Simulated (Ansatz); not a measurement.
Start from this file.

```
Al Ni
1.0
     2.06097   -2.06099    0.00000
     2.06097    2.06099    0.00000
     0.00000    0.00000    2.92569
Al Ni
1 1
Cartesian
  0.0000 0.0000 0.0000
  2.0610 0.0000 1.4628
```

Give a crystallographic description of this input.

The formula is AlNi. Strictly the space group is P4/mmm (No. 123, within 0.01 Å). It is a distorted form of a primitive cubic structure, space group Pm-3m (No. 221) within 0.25 Å: caesium chloride (CsCl, B2) type. The cell has 2 atoms, namely 1 Al, 1 Ni. The neighbours of Al are eight Ni in a cubic arrangement at 2.53 Å. The neighbours of Ni are eight Al in a cubic arrangement at 2.53 Å. The bonds build a three-dimensional framework.

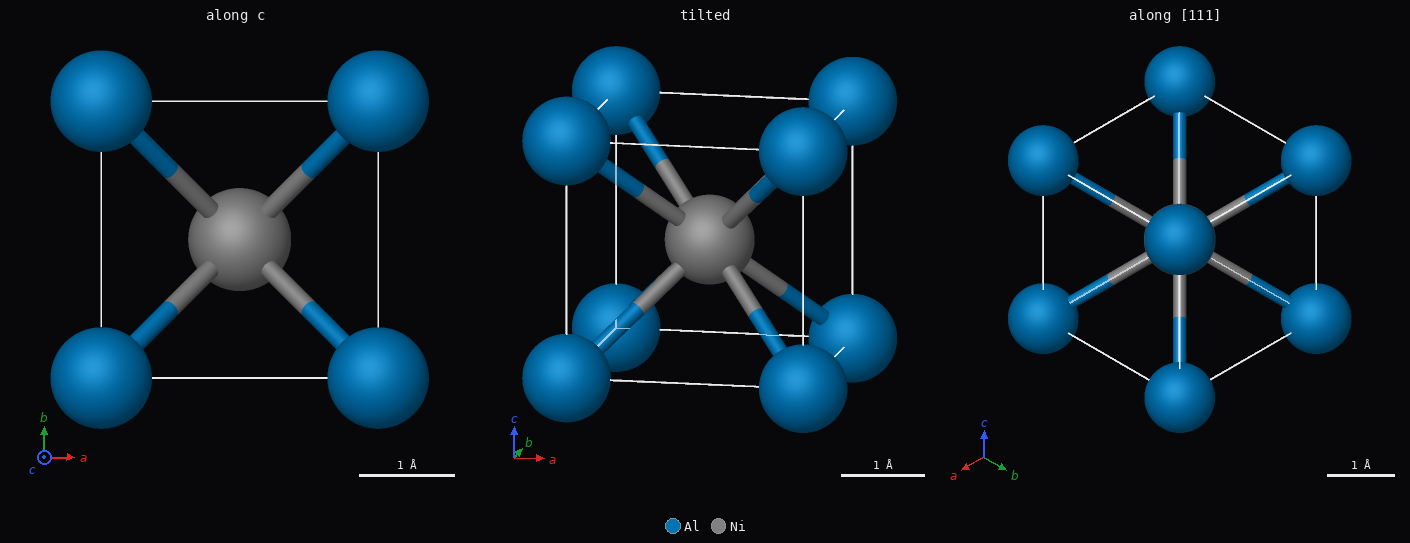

Crystal structure, ball-and-stick style, seen along the c axis, slightly off an axis and along [111]. The parallelepiped is the unit cell.

The initial geometry was a structure listed in the Materials Project. The cell was then strained or its atoms displaced on purpose. It was relaxed at fixed volume with DFT PBEsol, scalar-relativistic, plane waves, PAW in Ansatz 0.2.0.

At this level of theory the cell isn't at rest (stretched, at -9 GPa), so its distances can differ from those at equilibrium, the more so the softer the solid.
